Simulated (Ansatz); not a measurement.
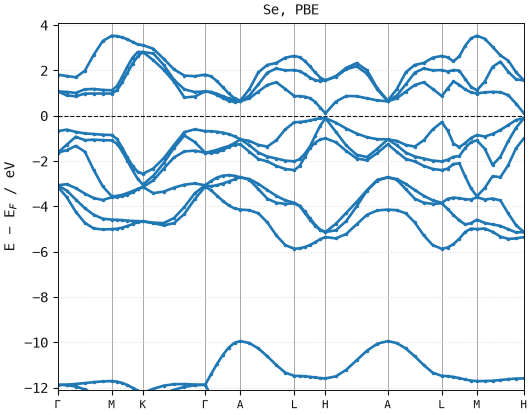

Band structure. Energies are counted from the Fermi level, put mid-gap where there is a gap. The path runs straight from each named point to the next. The path has few k points, so lines between them are rough.

Which Bravais lattice do the labels of the path belong to?

A hexagonal (primitive) lattice: the path Γ–M–K–Γ–A–L–H–A–L–M–H runs through the special points of its Brillouin zone.

System: Se, space group P3_121 (No. 152), 3 atoms in the cell, a structure borrowed from another compound.

Ansatz; DFT with PBE, PAW plane waves, no spin polarisation, 10×10×6 k mesh.

What does the band structure say about the gap?

A semiconductor. The gap along this path is 0.21 eV and direct: both edges lie at H. It is not wide against the smearing used.

What are the direct gaps at A, Γ and M?

The direct gaps are 1.68 eV at A, 1.75 eV at Γ and 1.83 eV at M.

How many bands meet at the valence-band top?

Two bands meet at the valence-band top at H: it is doubly degenerate (spin aside).

How much do the top valence band and the lowest conduction band disperse along the path?

The top valence band spans 2.5 eV and the lowest conduction band 2.7 eV.

The structure was built from a prototype or by substitution, so it need not be a known phase. The atoms aren't at rest in this cell (largest force 0.7 eV/Å), so the relaxed material can differ.
